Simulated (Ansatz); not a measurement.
## Geometry relaxation of W (part 2 of 4)

The same run, continued: W (slab, 17 atoms in the cell); DFT PBE+D3(BJ), scalar-relativistic, plane waves, PAW, spin-polarised (Ansatz 0.2.0); cutoff 420 eV, 6×6×1 k-mesh, Gaussian smearing of 0.1 eV, collinear spins. The structure derives from an entry of the Crystallography Open Database. The input holds or restrains some coordinates. Forces given for the steps count only the free coordinates.

Geometry of the input (Å; fractional positions):
```
5.4724  0.0000  0.0000
-1.8241  5.1594  0.0000
0.0000  0.0000  25.7023
W  0.2500  0.2500  0.3307
W  0.2500  0.7500  0.3307
W  0.7500  0.2500  0.3307
W  0.7500  0.7500  0.3307
W  0.5000  0.5000  0.4176
W  0.5000  0.0000  0.4176
W  -0.0000  0.5000  0.4176
W  0.0000  0.0000  0.4176
W  0.7500  0.7500  0.5050
W  0.7500  0.2500  0.5050
W  0.2500  0.7500  0.5050
W  0.2500  0.2500  0.5050
W  0.0000  0.0000  0.5896
W  -0.0000  0.5000  0.5896
W  0.5000  0.0000  0.5896
W  0.5000  0.5000  0.5896
W  -0.0000  0.7500  0.7040
```

**Output, continued**
```
SCF iter   1: F=—  HF=-176536.770510 eV  |F-HF|=—  |Δ(HF+E_count)|=         —  Δρ=2.01e-3 (↑2.01e-3 ↓1.79e-3)  dr2=3.13e-2  dr2_m=1.92e-2  M=0.007 μB ∫|m|=0.043 μB  β_m=0.30  ethr=9.42e-5  p=0.209 e·Å  D=5.21e-2 V/Å  ΔV_dip=-1.34 eV  dr2_dipole=1.06e-3  V_vac-E_F(+/−)=3.54/4.88 eV  ⟨swp⟩=2.1  Hψ=10500  notcnv=0  defer=664
efield: sawtooth ramp at fractional position 0.9674 (handed on by an earlier solve), width 0.1000; the density the first Hamiltonian is built on has a dipole p = 0.209 e·Å; the dipole correction subtracts the counter field D = 5.21e-2 V/Å, which shifts the + side's vacuum level by -1.34 eV against the − side's; the planar-averaged density in the ramp window peaks in size at 2.5e-6 e/Å³
preconditioner: auto → LDOS  [metal: Δε(μ)=0.003 eV  Ē_g=4.656 eV  σ=0.100 eV  W_gap=0.02  n_scr=88 (ndim 8)  ℏωp=13.9 eV  f_vac=0.548  D(μ)=10.73/eV (n_scr^D=62)]
spin=Collinear: LDOS preconditioning applied to the charge; magnetization (m = ρ↑ − ρ↓) channel mixes plain (no charge-response kernel on spin).
SCF iter   2: F=—  HF=-176536.774242 eV  |F-HF|=—  |Δ(HF+E_count)|=   3.73e-3  Δρ=1.43e-3 (↑1.43e-3 ↓1.25e-3)  dr2=7.47e-3  dr2_m=1.01e-2  M=0.006 μB ∫|m|=0.035 μB  β_m=0.56  ethr=1.32e-5  p=0.209 e·Å  D=5.21e-2 V/Å  ΔV_dip=-1.34 eV  dr2_dipole=5.09e-5  V_vac-E_F(+/−)=3.54/4.88 eV  ⟨swp⟩=2.0  Hψ=7708  notcnv=0  defer=663
density mixer auto → msr1: a metal under ldos (density of states about μ 1.38 of a free-electron gas's, 126 screened modes)
SCF iter   3: F=—  HF=-176536.780359 eV  |F-HF|=—  |Δ(HF+E_count)|=   6.12e-3  Δρ=3.68e-4 (↑3.15e-4 ↓3.68e-4)  dr2=1.05e-3  dr2_m=6.54e-4  M=0.004 μB ∫|m|=0.016 μB  β_m=0.59  ethr=3.14e-6  p=0.213 e·Å  D=5.30e-2 V/Å  ΔV_dip=-1.36 eV  dr2_dipole=2.33e-7  V_vac-E_F(+/−)=3.52/4.88 eV  ⟨swp⟩=2.2  Hψ=10119  notcnv=0  defer=664
SCF iter   4: F=—  HF=-176536.780738 eV  |F-HF|=—  |Δ(HF+E_count)|=   3.79e-4  Δρ=6.00e-5 (↑6.00e-5 ↓4.13e-5)  dr2=8.79e-5  dr2_m=1.02e-5  M=0.003 μB ∫|m|=0.010 μB  β_m=0.56  ethr=4.42e-7  p=0.214 e·Å  D=5.33e-2 V/Å  ΔV_dip=-1.37 eV  dr2_dipole=4.31e-6  V_vac-E_F(+/−)=3.51/4.88 eV  ⟨swp⟩=2.9  Hψ=10836  notcnv=0  defer=663
SCF iter   5: F=—  HF=-176536.780741 eV  |F-HF|=—  |Δ(HF+E_count)|=   2.93e-6  Δρ=2.40e-5 (↑2.40e-5 ↓2.33e-5)  dr2=7.36e-6  dr2_m=2.63e-6  M=0.002 μB ∫|m|=0.007 μB  β_m=0.70  ethr=3.69e-8  p=0.214 e·Å  D=5.35e-2 V/Å  ΔV_dip=-1.37 eV  dr2_dipole=3.29e-6  V_vac-E_F(+/−)=3.51/4.88 eV  ⟨swp⟩=3.0  Hψ=10704  notcnv=0  defer=663
SCF iter   6: F=—  HF=-176536.780752 eV  |F-HF|=—  |Δ(HF+E_count)|=   1.11e-5  Δρ=1.24e-5 (↑1.17e-5 ↓1.24e-5)  dr2=2.26e-6  dr2_m=7.69e-7  M=0.001 μB ∫|m|=0.004 μB  β_m=0.73  ethr=3.09e-9  p=0.215 e·Å  D=5.36e-2 V/Å  ΔV_dip=-1.38 eV  dr2_dipole=3.79e-7  V_vac-E_F(+/−)=3.51/4.89 eV  ⟨swp⟩=3.0  Hψ=11449  notcnv=0  defer=663
SCF iter   7: F=—  HF=-176536.780754 eV  |F-HF|=—  |Δ(HF+E_count)|=   2.40e-6  Δρ=5.71e-6 (↑5.71e-6 ↓5.35e-6)  dr2=2.28e-7  dr2_m=1.86e-7  M=0.001 μB ∫|m|=0.002 μB  β_m=0.82  ethr=9.48e-10  p=0.215 e·Å  D=5.37e-2 V/Å  ΔV_dip=-1.38 eV  dr2_dipole=3.07e-8  V_vac-E_F(+/−)=3.51/4.89 eV  ⟨swp⟩=3.0  Hψ=11377  notcnv=0  defer=663
SCF iter   8: F=—  HF=-176536.780755 eV  |F-HF|=—  |Δ(HF+E_count)|=   3.59e-7  Δρ=2.15e-6 (↑2.07e-6 ↓2.15e-6)  dr2=1.32e-7  dr2_m=1.89e-8  M=0.000 μB ∫|m|=0.001 μB  β_m=0.77  ethr=9.59e-11  p=0.215 e·Å  D=5.37e-2 V/Å  ΔV_dip=-1.38 eV  dr2_dipole=8.00e-12  V_vac-E_F(+/−)=3.51/4.89 eV  ⟨swp⟩=3.2  Hψ=12269  notcnv=0  defer=663
iter 9 did not close the SCF: its close was put off for a magnetic moment that had not settled (scf_convergence_deferred on its scf_iter line)
SCF iter   9: F=-176536.780755 eV  HF=-176536.780755 eV  |F-HF|=9.02e-10  |Δ(HF+E_count)|=   5.30e-8  Δρ=8.01e-7 (↑6.99e-7 ↓8.01e-7)  dr2=1.48e-8  dr2_m=2.65e-9  M=0.000 μB ∫|m|=0.000 μB  β_m=0.81  ethr=4.20e-11  p=0.215 e·Å  D=5.37e-2 V/Å  ΔV_dip=-1.38 eV  dr2_dipole=1.70e-9  V_vac-E_F(+/−)=3.51/4.89 eV  ⟨swp⟩=20.5  Hψ=51057  notcnv=0
iter 10 did not close the SCF: its close was put off for a magnetic moment that had not settled (scf_convergence_deferred on its scf_iter line)
SCF iter  10: F=-176536.780755 eV  HF=-176536.780755 eV  |F-HF|=2.04e-10  |Δ(HF+E_count)|=   1.33e-8  Δρ=2.69e-7 (↑2.69e-7 ↓2.50e-7)  dr2=1.75e-9  dr2_m=2.77e-10  M=0.000 μB ∫|m|=0.000 μB  β_m=0.78  ethr=6.21e-12  p=0.215 e·Å  D=5.37e-2 V/Å  ΔV_dip=-1.38 eV  dr2_dipole=5.76e-11  V_vac-E_F(+/−)=3.51/4.89 eV  ⟨swp⟩=8.2  Hψ=38169  notcnv=0
SCF iter  11: F=-176536.780755 eV  HF=-176536.780755 eV  |F-HF|=2.91e-10  |Δ(HF+E_count)|=   1.28e-9  Δρ=1.25e-7 (↑1.25e-7 ↓1.21e-7)  dr2=4.18e-10  dr2_m=5.89e-11  M=0.000 μB ∫|m|=0.000 μB  ethr=1.00e-12  p=0.215 e·Å  D=5.37e-2 V/Å  ΔV_dip=-1.38 eV  dr2_dipole=1.19e-12  V_vac-E_F(+/−)=3.51/4.89 eV  ⟨swp⟩=7.2  Hψ=36058  notcnv=0
the starting moments were not kept: the SCF closed with an absolute magnetisation of 5.2e-5 μB, where they sum to 4 μB in size (1 site). That is at most 0.1 of that sum. Measured as dr2_m measures the in/out step, that magnetisation stands 8.8e-11 eV from none, at or under the dr2_threshold of 1.0e-7 eV: it is no larger than a step whose dr2_m would equal this threshold.
SCF 9 converged in 11 iterations: F = -176536.780755 eV  dr2 = 4.18e-10
relax step   9: F+E_penalty+E_count = -176536.78075474 eV  Δ(F+E_penalty+E_count) = -3.172e-3 eV  max|allowed force component| = 1.084e-2 eV/Å  Δτ_max = 0.0149 Å  (11 SCF iters, accepted)
```

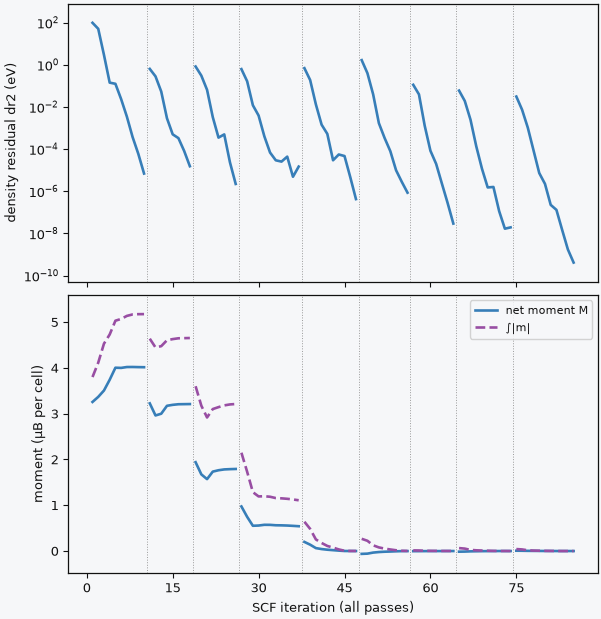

*Convergence of the self-consistent field: density residual dr2 and magnetic moment against the SCF iteration. The dotted lines part the SCF passes of the relaxation: geometry steps, rejected trials and re-solves on a re-selected basis.*

The 9 passes take 8 to 11 iterations each, 85 in all. The net moment goes from 3.3 to 0.0 μB per cell, with excursions between −0.1 and 4.0 on the way, and ∫|m| falls to zero.

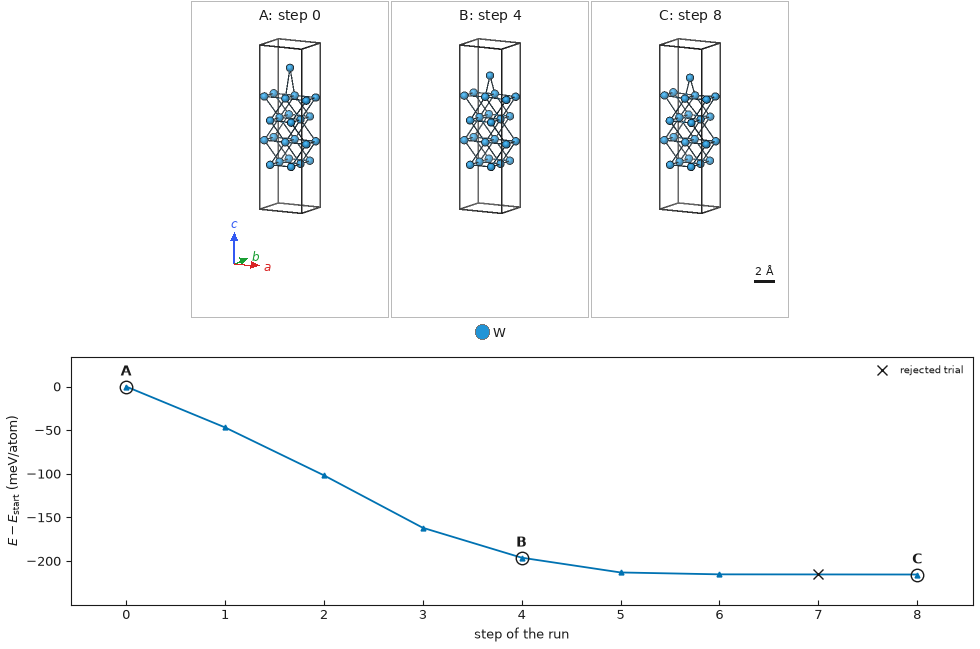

*Frames of the restrained relaxation (ball-and-stick view of the cell of the calculation, with the vacuum cut short (origin shifted), seen slightly off an axis) above the curves, on which the letters mark them (the first geometry is step 0 here and step 1 in the log).*

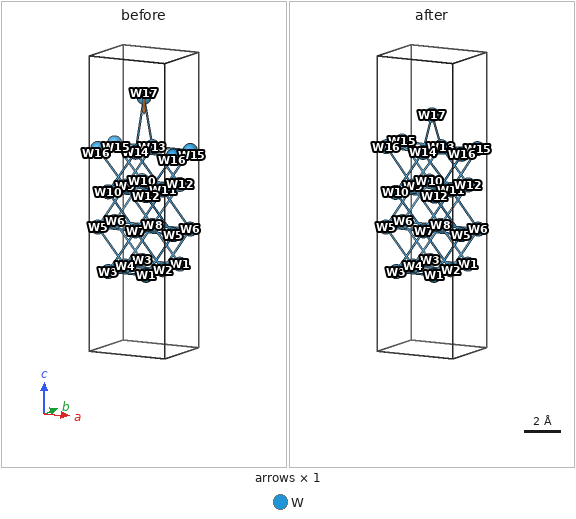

*Before (left) and after (right) the restrained relaxation, at one scale (ball-and-stick view of the cell of the calculation, with the vacuum cut short (origin shifted), seen slightly off an axis). The orange arrows give the displacements, at true length.*

The energy falls by 215 meV per atom in 8 geometry steps. The largest force component goes from 2.8 to 0.011 eV/Å. The line search rejected the trial step at point 7 (counted from 0) and went back. The atom that moves furthest is W17 (1.00 Å). The lattice vectors keep their values. Among the contacts that change: W13–W17 3.243 → 2.402 Å, W10–W15 2.688 → 2.796 Å, W13–W14 2.736 → 2.813 Å, W11–W15 2.688 → 2.737 Å. Among the angles that change: W13–W17–W14 49.9° → 71.7°, W13–W15–W13 180.0° → 174.7°, W10–W15–W11 72.0° → 68.4°. (Atoms are counted from 1 in the order of the input.)

```
WARN: The input density's exchange-correlation potential varies sharply where the density is thin. Do not read a vacuum level from v_tot or v_xc, or from such a field of the output density. On a cell that repeats whose density bears no net charge and no dipole along the vacuum's axis use v_es (v_loc + v_h of the components); under efield.dipole_correction with no amplitude use v_es + v_field, which holds any external_charges[].barrier, or the levels of the report's work_function block, which leave it out; under a non-zero efield.amplitude the vacuum is tilted and has no level; on a cell that repeats and bears such a dipole with no correction it is tilted too, and efield.dipole_correction with no amplitude gives each side of its ramp a level where efield: is served; in a cell that repeats whose density bears a net charge (total_charge, or a fill off its count) it is curved and has none; of a slab under crystal.periodic whose density bears no net charge use v_es, which has a level on each side, short of where the two are joined; of another it falls or rises all the way out and has none; of a slab beside external_charges read slab_vacuum_level instead, which it has where they leave it neutral. The grid or the basis barely resolves most such structure, and the values can differ between equally converged runs; as a rule a tighter scf.convergence.dr2_threshold does not remove it. Where the density itself ripples (under the LDA too) a higher basis.ecutwfc lessens it. The files hold the spikes' plane waves up to the density's cutoff. Files: v_tot and the like, and their columns of v_z.tsv (output.write_potential); v_xc and the like, and their columns of v_comp_z.tsv (output.write_potential_components); where files of the output density stand in their place, no point of their own thin density is over the threshold below, and this is of outcome.potential() and, of a run that writes arrays (npy), the arrays of these names. Measured: with its Gaussian average of σ = 0.25 Å subtracted twice, the exchange-correlation potential is over 0.1 eV at 9 of the grid points where the equally averaged density (valence and model cores) is under 1e-3 e/Å³, and 0.190 eV at the most among them, at an averaged density of 1.5e-8 e/Å³. See output.write_potential in the manual, Limitations
SCF converged after 11 iterations
Magnetization: 0.0000 μB (119.0000 up, 119.0000 down)
Absolute magnetization: 0.0001 μB (∫|ρ↑−ρ↓|, with the PAW one-centre terms)
Spin contamination: 0.0000 ħ² per cell (⟨S²⟩ above its minimum at these occupations)
Per-site moments (μB) at R_I (Å): [(-6.234969927686023e-7, 1.1286818085675), (7.423027534960025e-7, 1.1286818085675001), (-6.234969927607728e-7, 1.1286818085675), (7.423027534592358e-7, 1.1286818085675001), (-3.8811499898642235e-7, 1.1157661663319904), (-3.881149990660368e-7, 1.1157661663319904), (1.1481692967086778e-7, 1.1286818085675), (1.1481692948186292e-7, 1.1286818085675001), (-1.2922665860239376e-7, 1.120420201759654), (1.4154462249421488e-6, 1.113300939903598), (-1.292266585488799e-7, 1.120420201759654), (1.4154462249893754e-6, 1.1133009399035978), (-2.6576081891666115e-6, 0.990830433590828), (-2.6576081890260303e-6, 0.9908304335908282), (1.985288070661977e-6, 1.1132899975379904), (1.985288070673792e-6, 1.1132899975379902), (9.407290291979385e-6, 0.990830433590828)]
Free energy (F): -176536.780755 eV
Harris-Foulkes:  -176536.780755 eV  (|F-HF|=2.91e-10)
Internal energy: -176536.727255 eV  (E = F + TS)
E sigma→0 (E₀):  -176536.754005 eV
Entropy (-TS):   -0.053500 eV (-3.147 meV/atom)
Fermi energy:    5.827999 eV
Dipole field:    D = 0.053682 V/Å  (p = 0.215288 e·Å, saw-weighted, corrected)
Work function:   Φ+ = 3.5058 eV   Φ− = 4.8855 eV
Levels:          The Fermi level and band energies are counted from a zero that moves with the ramp; work functions are not
--- Per-component energies (eV) ---
  E_band       = -5325.980032
  E_kinetic    = 7624.379560
  E_local      = -319796.352549  (includes V_loc(G=0)·N_el)
  E_nonlocal   = 23.010749
  E_hartree    = 156484.782140
  E_xc         = -4520.113584
  E_vxc        = -4035.796275  (∫ρ·V_xc dr)
  E_paw        = -145563.732310  (= ΣΔE_a)
  E_vpaw       = -2125.321384  (= ΣTr[D̂ρ^β])
  E_aug_tail   = -0.000995  (compensation charges beyond the density's cutoff)
  E_efield     = 0.005779  (sawtooth field / dipole correction)
  E_vefield    = 14.537206  (∫n·V_field dr)
  E_ewald      = 129219.953657
  E_disp       = -8.659701  (pairwise vdW)
  E_smearing   = -0.053500  (= −TS)
  E_closure    = 0.000000  (closes the sum)
  Σ components = -176536.780755   (vs F -176536.780755, Δ=0.00e0)
--- Forces (eV/Å), atoms counted from 1 ---
  atom   1  W     -0.01992314    -0.02463345     0.54493251
  atom   2  W     -0.01640240    -0.08586837     0.46629996
  atom   3  W      0.01992314     0.02463345     0.54493251
  atom   4  W      0.01640240     0.08586837     0.46629996
  atom   5  W     -0.09302335     0.10650983    -0.45235239
  atom   6  W      0.09302335    -0.10650983    -0.45235239
  atom   7  W     -0.06207709    -0.01832969    -0.55445471
  atom   8  W      0.06207709     0.01832969    -0.55445471
  atom   9  W      0.00601841     0.01083565     0.00696078
  atom  10  W     -0.00428703     0.00814021    -0.00182201
  atom  11  W     -0.00601841    -0.01083565     0.00696078
  atom  12  W      0.00428703    -0.00814021    -0.00182201
  atom  13  W     -0.00134099    -0.00077640    -0.00347870
  atom  14  W      0.00134099     0.00077640    -0.00347870
  atom  15  W      0.00181819    -0.00514820    -0.00099089
  atom  16  W     -0.00181819     0.00514820    -0.00099089
  atom  17  W      0.00000000     0.00000000    -0.01019197
  max |Σ_I F_I| component: 2.88e-6 eV/Å
--- Band table (eV; the first three rows and the last of 40) ---
  k-point 0 ↑: bands = ["-68.2663", "-68.2349", "-68.2021", "-68.1450", "-68.1450", "-68.1275", "-68.1067", "-68.1057", "-68.0601", "-68.0592", "-68.0590", "-68.0587", "-68.0083", "-67.9951", "-67.9084", "-67.6875", "-67.6786", "-33.1689", "-33.1091", "-33.0997", "-33.0829", "-33.0451", "-33.0301", "-32.9874", "-32.9523", "-32.8502", "-32.8459", "-32.8195", "-32.8157", "-32.7522", "-32.7129", "-32.6849", "-32.6763", "-32.5495", "-32.5460", "-32.4919", "-32.4430", "-32.3978", "-32.3847", "-32.3705", "-32.3032", "-32.2868", "-32.2812", "-32.2668", "-32.2647", "-32.2456", "-32.2046", "-32.1751", "-32.1560", "-32.0414", "-31.9898", "-31.9810", "-31.9566", "-31.9511", "-31.9258", "-31.9130", "-31.9060", "-31.8956", "-31.8444", "-31.8097", "-31.8022", "-31.8020", "-31.7209", "-31.7019", "-31.7002", "-31.6223", "-31.4364", "-31.3617", "-3.2448", "-1.8471", "-0.5599", "-0.3107", "-0.0352", "-0.0220", "-0.0047", "0.0181", "0.0309", "0.3081", "0.4408", "0.8893", "0.9118", "1.0844", "1.1474", "1.1508", "1.2313", "1.7105", "2.3435", "2.4128", "2.4608", "2.4909", "2.5002", "2.6729", "2.7211", "2.7575", "2.8723", "2.8772", "3.0242", "3.1902", "3.5395", "3.8124", "3.9399", "4.1378", "4.2125", "4.2687", "4.2963", "4.4388", "4.5055", "4.5467", "4.8223", "4.8876", "5.2491", "5.3006", "5.4543", "5.6440", "5.7119", "6.1196", "6.3926", "6.6159", "6.6377", "6.7477", "6.8906", "6.9954", "7.1386", "7.4097", "7.4567", "7.5511", "7.5589", "7.6794", "7.7749", "7.7814", "7.8384", "7.8601", "8.0019", "8.0655", "8.0845", "8.1134", "8.1217", "8.1829", "8.3325", "8.3814", "8.3891", "8.5427", "8.6400", "8.6742", "8.8706", "8.9371"]
```
